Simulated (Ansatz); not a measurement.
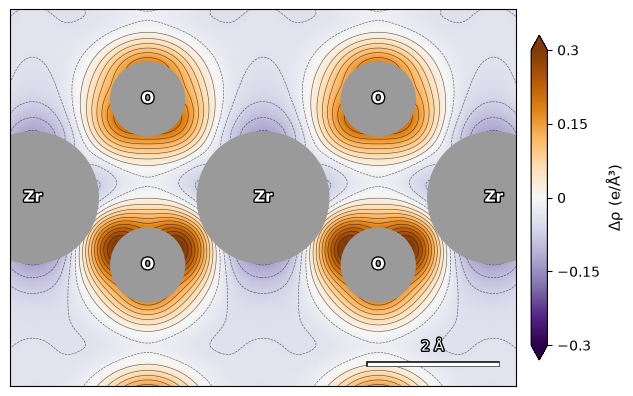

The picture shows: ZrO2. Deformation density (self-consistent density less superposed neutral spherical atoms): a map on the (100) plane of the conventional cell, with grey discs over the atomic cores. Cores are masked to 1.0 Å (Zr) and 0.6 Å (O).

Space group P4_2/nmc. This isn't the usual form at ambient conditions.

All numbers below come from Ansatz 0.2.0, DFT r2SCAN, scalar-relativistic, plane waves, PAW.

In a PAW calculation such maps are meaningful between the atoms, not at the nuclei.

Input file:

```
crystal:
  lattice:
    - [3.5961, 0.0, 0.0]
    - [0.0, 3.5961, 0.0]
    - [0.0, 0.0, 5.177]
  atoms:
    - { symbol: Zr, position: [0.0, 0.0, 0.0] }
    - { symbol: Zr, position: [0.5, 0.5, 0.5] }
    - { symbol: O, position: [0.0, 0.5, 0.203] }
    - { symbol: O, position: [0.0, 0.5, 0.703] }
    - { symbol: O, position: [0.5, 0.0, 0.297] }
    - { symbol: O, position: [0.5, 0.0, 0.797] }
basis:
  ecutwfc: 500
  fft_grid_basis: typed
kpoints:
  mp_grid: { grid: [8, 8, 6] }
hamiltonian:
  xc: r2scan
scf:
  occupations: { method: gaussian, width: 0.05 }
output:
  forces: true
  stress: true
  eigenvalues: true
  bader: true
  write_density: true
  volumetric_format: npy
  elf: true
```

Run with:

```sh
ansatz run input.yaml --threads 2 --pin off --max-ram 4096MiB --backend cpu --events-out ev --progress --plain --runs-dir out
```

The picture shows the conventional cell (a = 3.60 Å, b = 3.60 Å, c = 5.18 Å, α = 90.00°, β = 90.00°, γ = 90.00°).

### What does the deformation density say about the bonding?

O–Zr (2.08 Å): Δρ is +0.07 e/Å³ at the midpoint (close to a masked core, so read it with care).
Zr–Zr (3.60 Å): Δρ is +0.012 e/Å³ at the midpoint.
Over the whole cell, outside the masked cores, the largest gain lies at the edge of the masked core of O, and the largest loss lies at the edge of the masked core of Zr.
The rearranged charge, half the integral of |Δρ|, is about 0.35 e an atom.
Bader charges: Zr +2.70 and O −1.35 e.

### Does the calculation give a gap?

It is gapped, with a Kohn–Sham gap of 4.6 eV on the k-point mesh.
